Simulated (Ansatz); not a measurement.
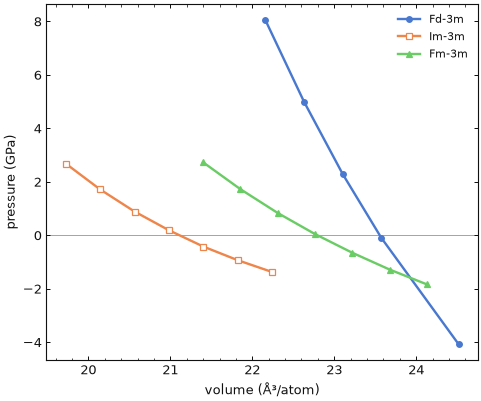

The plot gives the computed pressure against volume, with one curve for each structure, for Nd.

Calculation (Ansatz 0.2.0 development build): equation of state of a cubic crystal from periodic Kohn-Sham density functional theory without spin, third-order Birch-Murnaghan fit to the free energies; pressure corrected for the finite basis. Level: PBE.

```tsv
setting	value
occupation method	Fermi–Dirac
occupation width	0.06123 eV
wave cutoff	420 eV
datasets	soft-1 PAW
density tolerance	1e-07 eV
density cutoff ratio	4
search for lower states	default
```

Settings that differ: Fd-3m: k mesh 17×17×17, atoms in cell 2, lattice centring face-centred primitive, space group number 227, structure type diamond; Im-3m: k mesh 44×44×44, atoms in cell 1, lattice centring body-centred primitive, space group number 229, structure type bcc; Fm-3m: k mesh 42×42×42, atoms in cell 1, lattice centring face-centred primitive, space group number 225, structure type fcc.

Q: Order the curves by fitted equilibrium volume, smallest first.

A: Im-3m 21.11, Fm-3m 22.79, Fd-3m 23.55 Å³/atom.

Q: Order the curves by fitted bulk modulus, smallest first.

A: Im-3m 31, Fm-3m 37, Fd-3m 113 GPa.

Keep in mind: cubic model structure, not the ambient form; open f shell treated without spin.
